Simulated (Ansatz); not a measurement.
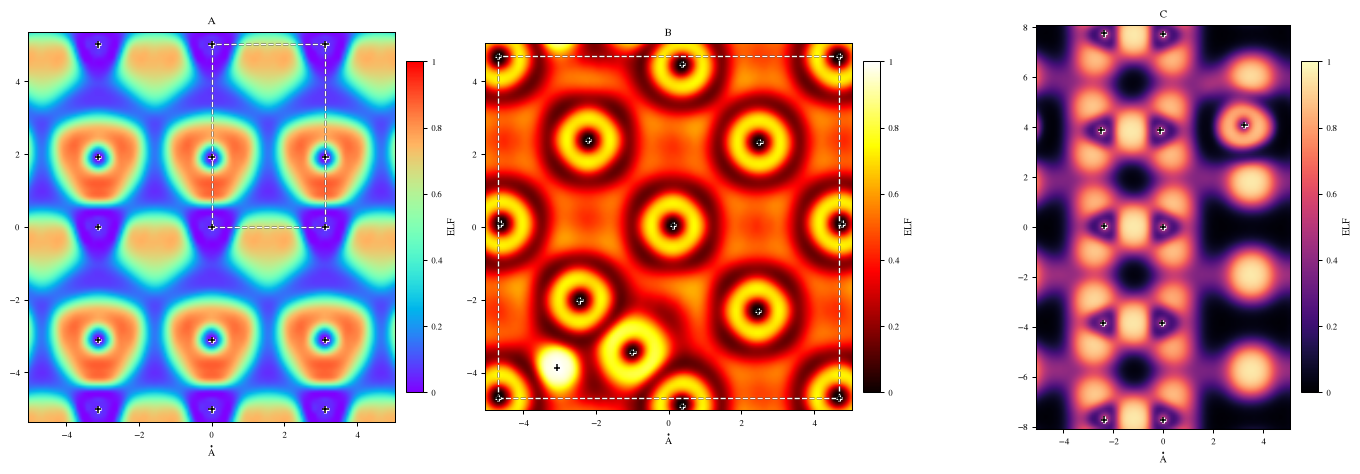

The electron localisation function of 3 systems, each on a plane through atoms (crosses mark nuclei in the plane).

Computed with DFT PBE, scalar-relativistic, plane waves, PAW in Ansatz 0.2.0.

System 1: Si32O (cell with a defect), the (011) plane of the calculation cell. 

System 2: Ta32HN (cell with a defect), the (110) plane of the calculation cell. 

```cif
data_structure
_symmetry_space_group_name_H-M 'P 1'
_symmetry_Int_Tables_number 1
_cell_length_a 9.3870
_cell_length_b 9.3870
_cell_length_c 9.3870
_cell_angle_alpha 60.000
_cell_angle_beta 60.000
_cell_angle_gamma 60.000
_cell_volume 584.87
loop_
_atom_site_label
_atom_site_type_symbol
_atom_site_fract_x
_atom_site_fract_y
_atom_site_fract_z
_atom_site_occupancy
Ta1 Ta 0.38035 0.37005 0.87496 1
Ta2 Ta 0.24817 0.25586 0.75028 1
Ta3 Ta 0.12431 0.12254 0.63455 1
Ta4 Ta 0.99384 0.01112 0.48677 1
Ta5 Ta 0.86883 0.39281 0.87294 1
Ta6 Ta 0.74907 0.25592 0.75020 1
Ta7 Ta 0.62271 0.12737 0.62751 1
Ta8 Ta 0.49657 0.00541 0.50052 1
Ta9 Ta 0.36374 0.88078 0.87530 1
Ta10 Ta 0.27871 0.72625 0.72584 1
Ta11 Ta 0.12434 0.62523 0.61861 1
Ta12 Ta 0.00028 0.50398 0.49888 1
Ta13 Ta 0.88241 0.88074 0.87646 1
Ta14 Ta 0.74852 0.75761 0.74935 1
Ta15 Ta 0.63491 0.62463 0.62041 1
Ta16 Ta 0.50367 0.50127 0.49358 1
Ta17 Ta 0.36791 0.38043 0.37535 1
Ta18 Ta 0.24736 0.25649 0.25048 1
Ta19 Ta 0.12523 0.13858 0.12402 1
Ta20 Ta 0.97025 0.03474 0.02551 1
Ta21 Ta 0.87760 0.38226 0.37263 1
Ta22 Ta 0.74318 0.26175 0.25287 1
Ta23 Ta 0.61218 0.13613 0.12958 1
Ta24 Ta 0.50101 0.00469 0.99814 1
Ta25 Ta 0.37973 0.88061 0.36322 1
Ta26 Ta 0.24751 0.75745 0.24855 1
Ta27 Ta 0.12419 0.64122 0.11485 1
Ta28 Ta 0.99953 0.50842 0.99756 1
Ta29 Ta 0.86641 0.87975 0.38285 1
Ta30 Ta 0.74912 0.75680 0.24933 1
Ta31 Ta 0.62452 0.63704 0.11875 1
Ta32 Ta 0.49831 0.50666 0.99893 1
N1 N 0.12726 0.87771 0.88091 1
H1 H 0.08239 0.92272 0.65929 1
```

System 3: AlN, the (010) plane of the conventional cell. Space group P6₃mc.

### Which map belongs to which system?

Panel A is system 3, AlN: the plane holds Al and N. Al–N (1.91 Å): the ELF peaks at about 0.90 in the valence shell of N, 0.7 Å from its nucleus, and is about 0.85 at the midpoint. Panel B is system 2, Ta32HN: the plane holds Ta, N and H. Ta–H (1.82 Å): the ELF climbs to about 1 towards the hydrogen. Panel C is system 1, Si32O: the plane holds Si and O. Si–Si (2.36 Å): the ELF peaks at about 0.95 between the atoms (localised, covalent bonding).
